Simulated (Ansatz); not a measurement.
Consider GaP (slab).

Input file:

```
crystal:
  lattice:
    - [3.8455650076, 0.0, 0.0]
    - [0.0, 3.8455650076, 0.0]
    - [0.0, 0.0, 27.2365129247]
  atoms:
    - { symbol: P, position: [0.0, 0.5, 0.2753656469] }
    - { symbol: Ga, position: [0.5, 0.5, 0.325284392] }
    - { symbol: P, position: [0.5, 0.0, 0.3752031371] }
    - { symbol: Ga, position: [0.0, 0.0, 0.4251218823] }
    - { symbol: P, position: [0.0, 0.5, 0.4750406274] }
    - { symbol: Ga, position: [0.5, 0.5, 0.5249593726] }
    - { symbol: P, position: [0.5, 0.0, 0.5748781177] }
    - { symbol: Ga, position: [0.0, 0.0, 0.6247968629] }
    - { symbol: P, position: [0.0, 0.5, 0.674715608] }
    - { symbol: Ga, position: [0.5, 0.5, 0.7246343531] }
basis:
  ecutwfc: 420
kpoints:
  mp_grid: { grid: [7, 7, 1] }
hamiltonian:
  xc: pbesol
scf:
  occupations: { method: gaussian, width: 0.05 }
output:
  forces: true
  eigenvalues: true
  write_density: true
  write_potential: true
  elf: true
  volumetric_format: npy
relax:
  adjacent_minimum: "off"
  f_tol: 0.02
  max_steps: 60
efield:
  axis: 3
  dipole_correction: true
  ramp_width: 0.04
```

Run with:

```sh
ansatz run input.yaml --threads 1 --pin off --max-ram 2560MiB --backend cpu --events-out ev --progress --plain --runs-dir out
```

The fields are those of the relaxed geometry.

Computed with Ansatz, DFT PBEsol, scalar-relativistic, plane waves, PAW.

### What will maps of the valence pseudo-density and electron localisation function show?

Ga–P (2.34 Å): ρ at the midpoint is about 0.57 e/Å³; the ELF peaks at about 0.90 in the valence shell of P, 0.9 Å from its nucleus, and is about 0.75 at the midpoint.
Ga–P (2.34 Å): the density is about 0.57 e/Å³ at the midpoint; the ELF peaks at about 0.90 in the valence shell of P, 0.9 Å from its nucleus, and is about 0.75 at the midpoint.

### Does the calculation make it a metal, or give it a gap?

It is metallic or semimetallic at this level of theory: no gap opens.

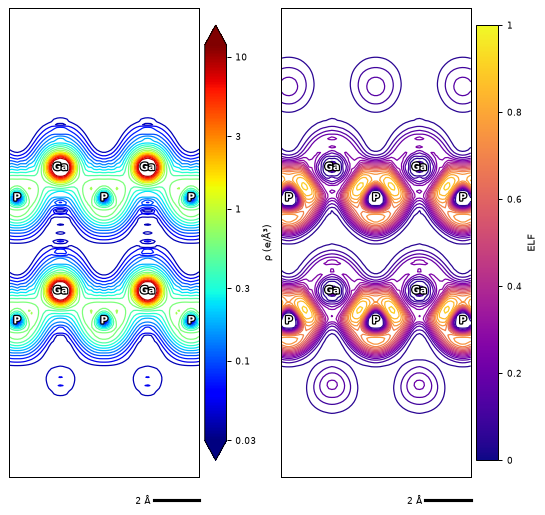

Computed valence pseudo-density and electron localisation function on the (010) plane of the calculation cell, a cut from vacuum to vacuum, in this order. 

The density is the valence pseudo-density of a PAW calculation; it isn't the true density close to the nuclei.
